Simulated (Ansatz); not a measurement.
Input

```
crystal:
  lattice:
    - [3.0005045844, 0.0, 0.0]
    - [-1.5002522922, 2.5985131942, 0.0]
    - [0.0, 0.0, 7.4499251172]
  atoms:
    - { symbol: Ta, position: [0.0, 0.0, 0.5] }
    - { symbol: Ta, position: [0.3333333333, 0.6666666667, 0.1725859884] }
    - { symbol: Ta, position: [0.6666666667, 0.3333333333, 0.8274140116] }
    - { symbol: "N", position: [0.0, 0.0, 0.0] }
basis:
  ecutwfc: 420
kpoints:
  mp_grid: { grid: [12, 12, 6] }
hamiltonian:
  xc: pbesol
scf:
  occupations: { method: gaussian, width: 0.15 }
output:
  forces: true
  stress: true
  eigenvalues: true
  write_density: true
  write_potential: true
  elf: true
  volumetric_format: npy
```

Launched as:

```sh
ansatz run input.yaml --threads 2 --pin off --max-ram 5120MiB --backend cpu --events-out ev --progress --plain --runs-dir out
```

Below, planes, directions and counts refer to the conventional cell (a = 3.00 Å, b = 3.00 Å, c = 7.45 Å, α = 90.00°, β = 90.00°, γ = 120.00°).

Space group P-3m1; a structure from a database of computed crystals, not necessarily the ambient phase.

All numbers below come from DFT PBEsol, scalar-relativistic, plane waves, PAW (Ansatz).

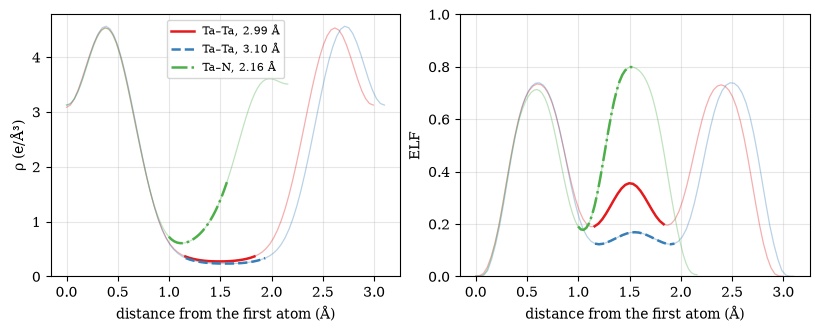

Ta$_{3}$N. Valence charge density (pseudo) and ELF along straight lines between neighbouring atoms. Thin, pale parts lie inside the atomic spheres.

In a PAW calculation such maps are meaningful between the atoms, not at the nuclei.

> What can be read from the curves?

Ta–Ta (2.99 Å): the density is about 0.28 e/Å³ at the midpoint; the ELF is about 0.35 at the midpoint.
Ta–Ta (3.10 Å): the density is about 0.24 e/Å³ at the midpoint; the ELF is about 0.15 at the midpoint; no localised pair shows between them.
Ta–N (2.16 Å): ρ at the midpoint is about 0.62 e/Å³; the ELF peaks at about 0.80 in the valence shell of N, 0.6 Å from its nucleus, and drops to about 0.20 between the two atoms (no shared electron pair shows on this line).
